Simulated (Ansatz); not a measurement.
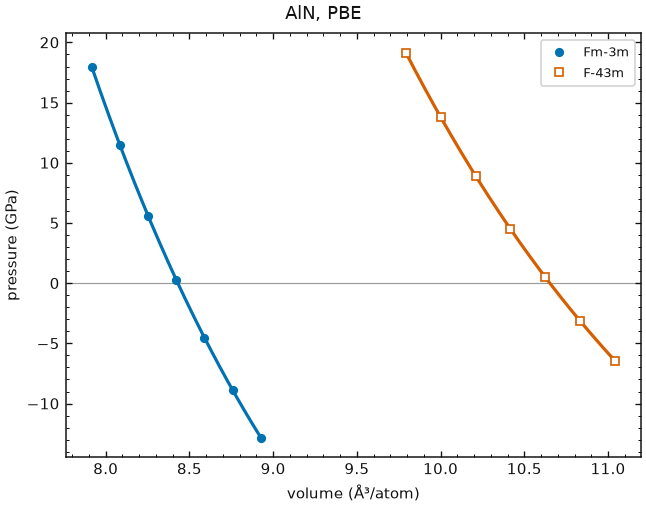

The figure shows the pressure against volume, with one curve for each structure, for AlN.

Computed with Ansatz 0.2.0: plane-wave DFT, no spin polarisation; energies at scaled volumes of the given cell, shape and fractions fixed, counted from the fit's minimum, third-order Birch-Murnaghan fit. Level: PBE.

```json
{"setting": "occupations", "value": "Fermi–Dirac"}
{"setting": "smearing width", "value": "0.05 eV"}
```

Settings that differ: Fm-3m: density cutoff 1680 eV, wave cutoff 420 eV, k mesh 11×11×11, potentials Ansatz PAW; F-43m: density cutoff 4570 eV, wave cutoff 1140 eV, k mesh 10×10×10, potentials PseudoDojo standard.

### Order the curves by fitted equilibrium volume, smallest first.

Fm-3m 8.431, F-43m 10.652 Å³/atom.

### Order the curves by fitted bulk modulus, smallest first.

F-43m 192.9, Fm-3m 251.9 GPa.

### For Fm-3m: how does the pressure vary with volume?

It falls from 17.99 GPa at volume 7.9161 Å³/atom to −12.83 GPa at 8.9267 Å³/atom, and changes sign near 8.43 Å³/atom.
